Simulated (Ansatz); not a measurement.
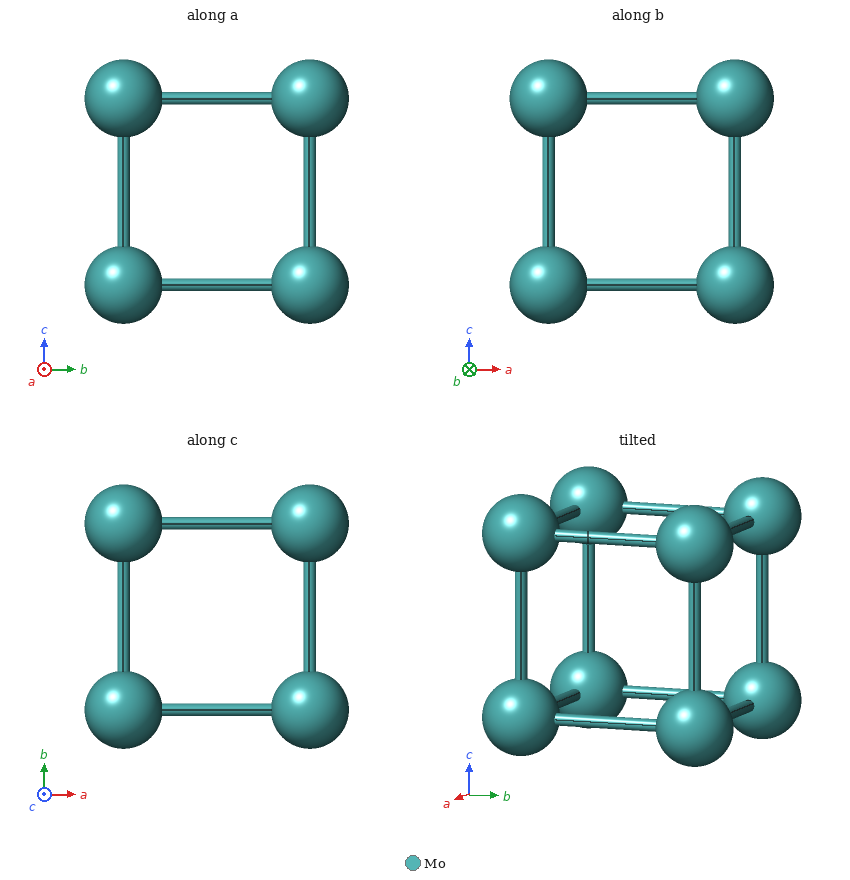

The image is a ball-and-stick drawing of a crystal, viewed along the a axis, along the b axis, along the c axis and slightly off an axis. The frame is the conventional unit cell; atoms at its boundary are shown with their periodic copies.

Lattice parameters: a = 2.5209 Å, b = 2.5209 Å, c = 2.5209 Å, α = 90.000°, β = 90.000°, γ = 90.000°.

Question: Set out the cell and atoms as a CIF with its space group and independent sites.

Answer:
```cif
data_structure
_symmetry_space_group_name_H-M 'P m -3 m'
_symmetry_Int_Tables_number 221
_cell_length_a 2.5209
_cell_length_b 2.5209
_cell_length_c 2.5209
_cell_angle_alpha 90.000
_cell_angle_beta 90.000
_cell_angle_gamma 90.000
_cell_volume 16.02
loop_
_atom_site_label
_atom_site_type_symbol
_atom_site_symmetry_multiplicity
_atom_site_Wyckoff_symbol
_atom_site_fract_x
_atom_site_fract_y
_atom_site_fract_z
_atom_site_occupancy
Mo1 Mo 1 a 0.0000 0.0000 0.0000 1
```

It goes back to a structure type filled with this element by a generator (whether the element takes this form wasn't checked). Earlier steps of the study may have refined or changed the cell and positions. It was run through Ansatz as a DFT input.

At this level of theory the cell isn't at rest (compressed, at 18 GPa), so its distances can differ from those at equilibrium, the more so the softer the solid.
